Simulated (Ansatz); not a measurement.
**Nb(111) (Fm-3m bulk, 5 atomic planes (those closer than 0.6 Å count as one), 9 Å): images, spectra and barriers**

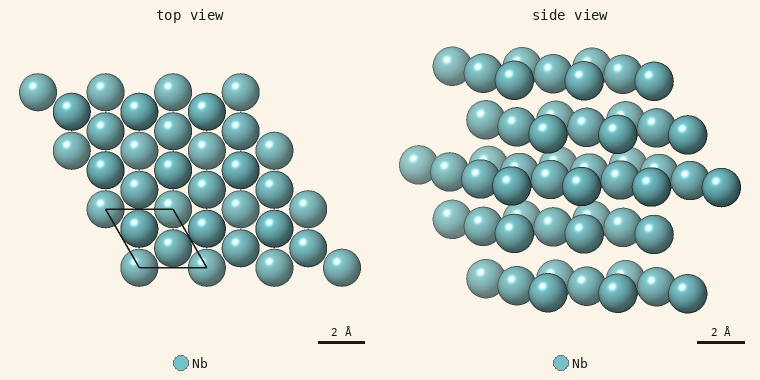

The relaxed structure from above and from the side.

Method: DFT PBEsol, scalar-relativistic, plane waves, PAW in Ansatz 0.2.0. Cutoff 420 eV, 27 × 27 k-points, Gaussian smearing 0.1 eV, dipole correction. The slab is a cut without reconstruction beyond its cell, at the source's lattice constants, with its lower half held fixed and the rest relaxed. Relaxation changes the spacing of inner planes by up to 12 %, all the same way; the held half keeps the source's spacing. This isn't the element's usual bcc form. No spin polarisation. The run couldn't confirm all of its levels under its output density. The run warns that the functional's potential is rough in the thin density of the vacuum, where the tip is; weak contrasts and barriers may feel it.

Model: Tersoff–Hamann, s-wave tip, no tip–sample forces. Bias windows are sharp sums over the levels of the k mesh.

Input file:

```yaml
crystal:
  lattice:
    - [2.99106168, 0.0, 0.0]
    - [-1.49553084, 2.5903354, 0.0]
    - [0.0, 0.0, 27.7687666094]
  atoms:
    - { symbol: Nb, position: [0.6666666667, 0.3333333333, 0.3241051404] }
    - { symbol: Nb, position: [0.3333333333, 0.6666666666, 0.4120525702] }
    - { symbol: Nb, position: [0.0, 0.0, 0.4924695887] }
    - { symbol: Nb, position: [0.6666666667, 0.3333333333, 0.570047048] }
    - { symbol: Nb, position: [0.3333333333, 0.6666666666, 0.6491631734] }
basis:
  ecutwfc: 420.0
  fft_grid_basis: typed
kpoints:
  mp_grid: { grid: [27, 27, 1] }
hamiltonian:
  xc: pbesol
  pseudopotentials: { kind: paw }
scf:
  occupations: { method: gaussian, width: 0.1 }
output:
  forces: true
  eigenvalues: true
  band_densities:
    - { e_range: [-2.0, -1.0] }
    - { e_range: [-1.0, -0.5] }
    - { e_range: [-0.5, -0.25] }
    - { e_range: [-0.25, 0.0] }
    - { e_range: [0.0, 0.25] }
    - { e_range: [0.25, 0.5] }
    - { e_range: [0.5, 1.0] }
    - { e_range: [1.0, 1.5] }
  band_residual_tolerance: 1.0e-05
  write_potential: true
  elf: true
  write_density: true
  volumetric_format: npy
efield:
  axis: 3
  dipole_correction: true
  ramp_width: 0.04
checkpoint:
  read: start.run
  write: ck
  compress: false
  write_wavefunctions: false
  write_every: 100000
```

Launched as:

```sh
ansatz run input.yaml --threads 1 --pin off --max-ram 2211MiB --backend cpu --events-out ev --progress --plain --runs-dir out
```

Run time of this step alone (it restarts from the relaxed density): 4.7 min on 1 thread of Arm Neoverse N1 (shared host), peak memory 0.81 GiB.

## 1. Approach curves

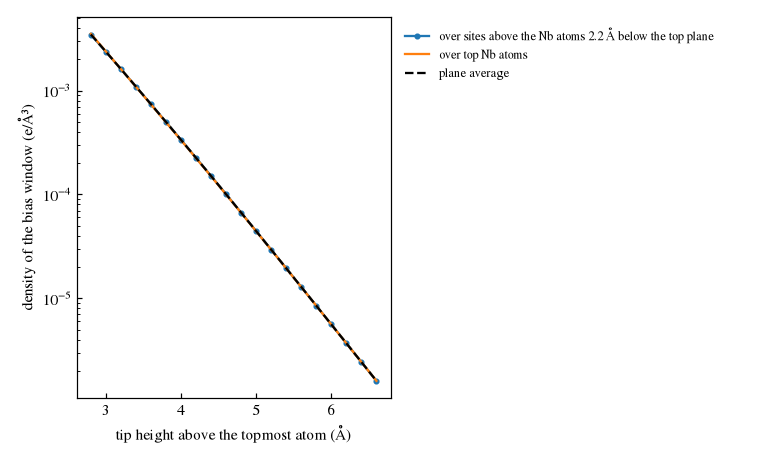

Approach curves over this surface at a sample bias of +1.50 V.

> Estimate the decay constant and the apparent barrier, and compare with the vacuum level, which the run puts 4.42 eV above zero bias.

Near 4 Å the plane average falls as exp(−1.99 z/Å), a factor of 7.3 per ångström, which gives an apparent barrier of 3.8 eV (0.952 eV Å² times the slope squared). The upper edge of the window lies 2.92 eV under the vacuum level. The apparent barrier is above 2.92 eV. At 4 Å the 0.50 eV of states nearest the upper edge carry 35 % of the density.

## 2. Barrier map

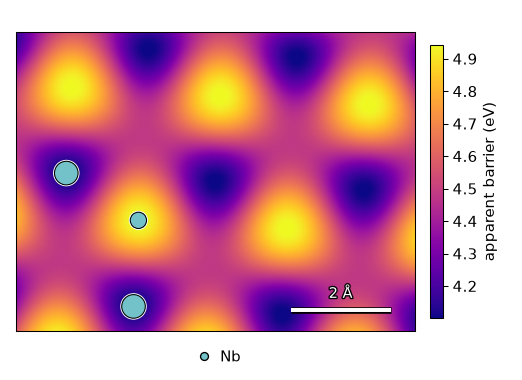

Map of the apparent barrier height, 0.952 eV Å² × (d ln I/dz)², 3.4 Å above this surface at −0.25 V; lighter colours are higher.

> Where is the apparent barrier highest and lowest, and over what range?

It is highest, 4.9 eV, over the sites above the Nb atoms 2.2 Å below the top plane, and lowest, 4.1 eV, over the top Nb atoms. The vacuum level lies 4.42 eV above zero bias.

## 3. Bias series

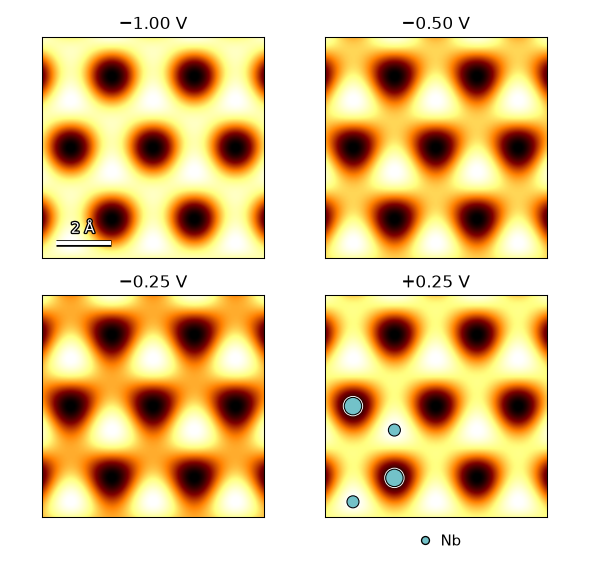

Constant-current images of this surface at 4 sample biases, each on its own colour scale; the last has the atoms seen from above drawn over one corner (deeper ones smaller).

> How do the images change with bias?

```json
{"bias": "−1.00 V", "set point (e/Å³)": "3.8 × 10⁻⁴", "corrugation": "6 pm", "brightest over": "sites above the Nb atoms 2.2 Å below the top plane"}
{"bias": "−0.50 V", "set point (e/Å³)": "2.2 × 10⁻⁴", "corrugation": "8 pm", "brightest over": "sites above the Nb atoms 2.2 Å below the top plane"}
{"bias": "−0.25 V", "set point (e/Å³)": "1.4 × 10⁻⁴", "corrugation": "9 pm", "brightest over": "sites above the Nb atoms 2.2 Å below the top plane"}
{"bias": "+0.25 V", "set point (e/Å³)": "7.3 × 10⁻⁵", "corrugation": "10 pm", "brightest over": "sites above the Nb atoms 2.2 Å below the top plane"}
```

The slab has states at the Fermi level, so this model gives a current down to small biases. Its work function (top face) is 4.42 eV.

The weakest contrasts here depend on the k mesh and on the tip.
